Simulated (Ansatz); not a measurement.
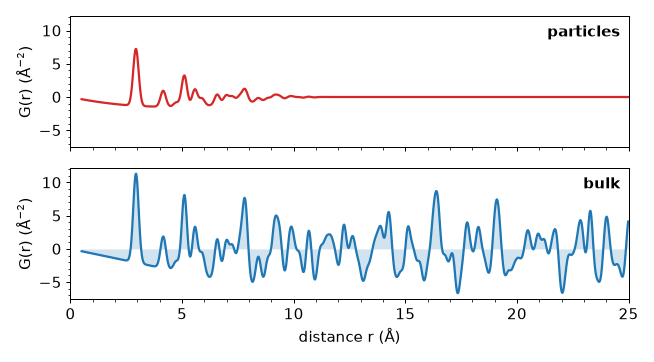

Computed X-ray G(r), with each pair weighted by the product of the atomic numbers (X-ray weights at Q = 0) and a uniform peak width σ = 0.12 Å, for spherical particles of Ag with the bulk structure: the bulk G(r) is multiplied by the envelope of a sphere of diameter D, 1 − 3r/2D + r³/2D³, with no surface relaxation. The number density is 0.0559 atoms per Å³. Structure used: the input geometry of an electronic-structure calculation (not necessarily at equilibrium); the starting structure was generated, so it need not be a known form of this composition.

Question: How large are the particles?

Answer: About 12 Å (1.2 nm): the signal is half of the bulk amplitude at r ≈ 4.2 Å and vanishes at r = D, fading from view somewhat earlier.

Question: Roughly how many atoms does one particle hold?

Answer: About 51 (number density 0.0559 Å⁻³ times πD³/6).
